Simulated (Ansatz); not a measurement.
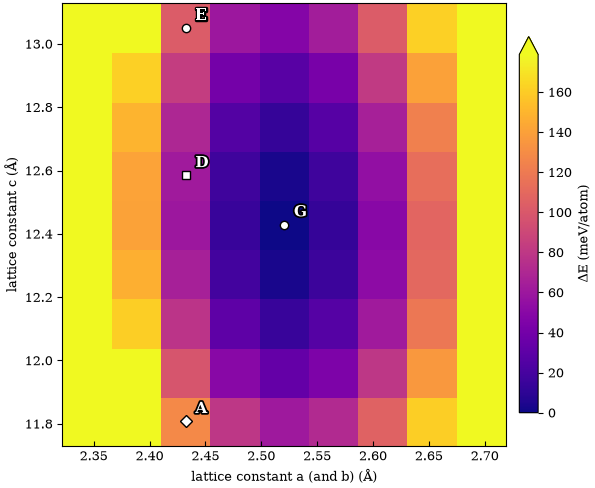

C (P6_3/mmc, No. 194; 12 atoms in the cell). 
- The energy is mapped over the lattice constants a and c of the conventional cell.
- Coordinates scanned: (1) lattice constant a (and b); (2) lattice constant c.
- Nothing is relaxed (fractional coordinates fixed).
- Grid: 9 × 9 points.
- Points are written as (first, second).
- Energies are in meV/atom, from the lowest grid point.
- Level of theory: DFT PBE, scalar-relativistic, plane waves, PAW in Ansatz 0.2.0. Settings: cutoff 520 eV, k-mesh 12×12×2 in the order of the run's cell vectors, gaussian smearing 0.05 eV, no spin polarisation.

The picture shows one coloured cell a grid point, one colour for all values above the top of the scale, lettered points.

Question: What kind of point is each of D, G: minimum, saddle, maximum or slope?

Answer: D: on a slope; G: minimum. (In these two coordinates alone; a stationary point may lie a little off the grid point.)

Question: Rank the lettered points by energy, lowest first.

Answer: G (0 meV/atom), D (62 meV/atom), E (102 meV/atom), A (128 meV/atom).

PAW datasets: the set soft_1.
